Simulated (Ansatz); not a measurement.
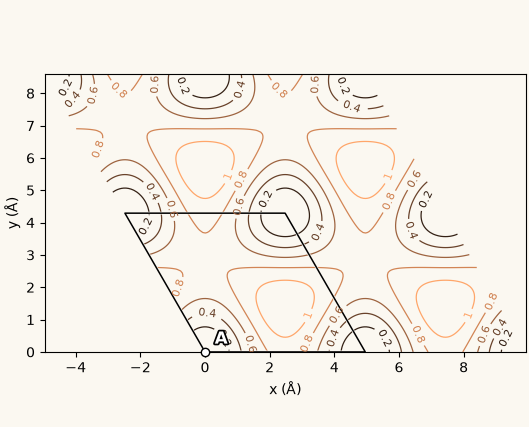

H on a Hf(111) slab cut from the Im-3m phase, its upper half relaxed before the scan (5 atoms of substrate and one adsorbate in a 1 × 1 cell). H is moved over the surface cell at a fixed height above a rigid substrate; the origin of the map has the adsorbate above Hf5; the height is held at 2.50 Å. Places are given modulo a cell vector. The map is drawn in real space over the plane of the surface. The scan uses a 9 × 9 grid; 19 points were computed and 62 follow by symmetry. Energies: eV, counted from the lowest grid point. The runs have no spin polarisation, so an open-shell adsorbate far from the surface lies too high. With one adsorbate in each 1 × 1 cell, its nearest image is 5.0 Å away, so neighbouring adsorbates interact. At a fixed height the lowest place need not be the adsorption site. All numbers below come from Ansatz, DFT PBE+D3(BJ), scalar-relativistic, plane waves, PAW. Settings: cutoff 420 eV, k-mesh 6×6×1, gaussian smearing 0.1 eV, no spin polarisation.

Drawn: contour lines labelled in eV, the outline of one cell of the 2 × 2 shown, the point A. Between grid points the surface is interpolated.

What is the easiest way out of the well at A, and how high is the barrier?

The easiest path leads from the well at the top site over a surface Hf atom, (0/9, 0/9) of the cell vectors to its copy one period on. Its highest point lies about 0.79 eV above the bottom of the first well on the interpolated surface, at about (0.24, 0.62) of the cell vectors. This is the barrier on the constrained surface; relaxing the other coordinates would change it.

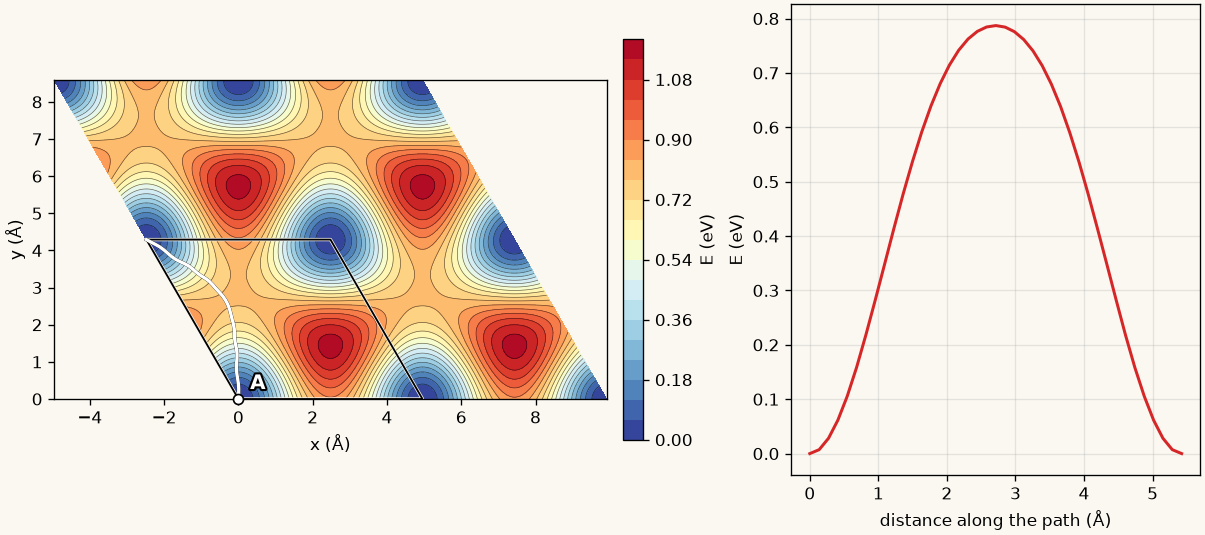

The picture shows filled contours, a line along the lowest path, the outline of one cell of the 2 × 2 shown, the energy along the path at the right. Between grid points the surface is interpolated.
